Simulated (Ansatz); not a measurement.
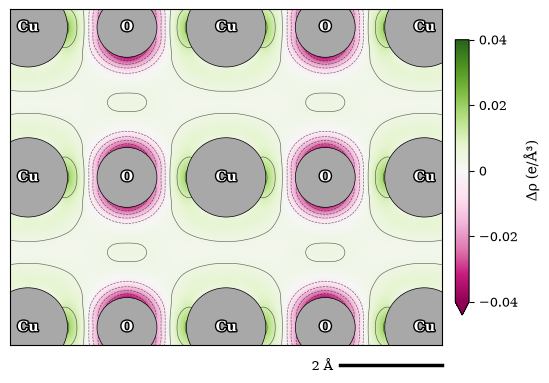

CuO. Difference of the valence pseudo-densities of two functionals at the same geometry, on the (110) plane of the calculation cell: LDA less RPBE.

Both computed with Ansatz (plane waves, PAW), on the same k-point mesh. Grey discs cover the atomic cores.

**Where does the change of functional move the electrons?**

Against RPBE, LDA gives more density around Cu (+0.007 e/Å³ on average at 1.0 Å from the nucleus), less density around O (−0.012 e/Å³ on average at 0.7 Å from the nucleus), more density in the space between the atoms (+0.002 e/Å³ on average) and a change of +0.010 e/Å³ at the midpoint of Cu–O.
